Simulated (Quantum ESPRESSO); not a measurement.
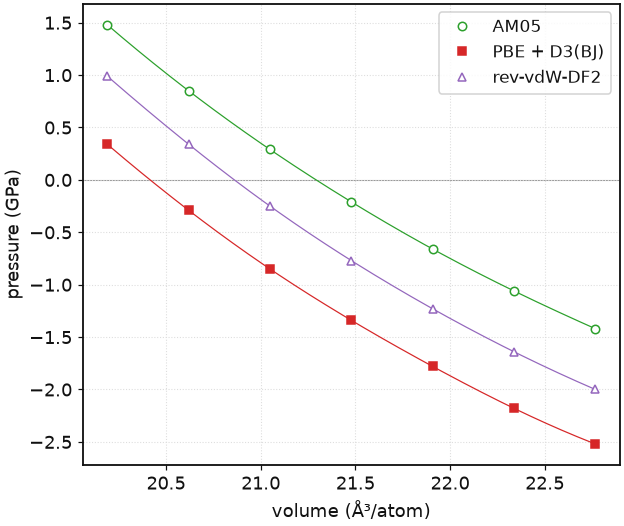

Plotted: pressure against volume, with one curve for each functional, for NaCl (space group Pm-3m).

Computed with Quantum ESPRESSO 7.5: plane-wave DFT, no spin polarisation; energies at scaled volumes of the given cell, shape and fractions fixed, counted from the fit's minimum, third-order Birch-Murnaghan fit. All runs: no spin polarisation.

k mesh 8×8×8; occupations Fermi–Dirac; smearing width 0.05 eV; potentials PseudoDojo 0.4.1 SR PBE standard; wave cutoff 1197 eV; density cutoff 4789 eV.

Order the curves by fitted equilibrium volume, smallest first.

Answer. PBE + D3(BJ) 20.419, rev-vdW-DF2 20.864, AM05 21.288 Å³/atom.

Order the curves by fitted bulk modulus, smallest first.

Answer. AM05 24.8, rev-vdW-DF2 27.8, PBE + D3(BJ) 29.8 GPa.

Limits of the calculation: potentials made for another functional (AM05, rev-vdW-DF2).
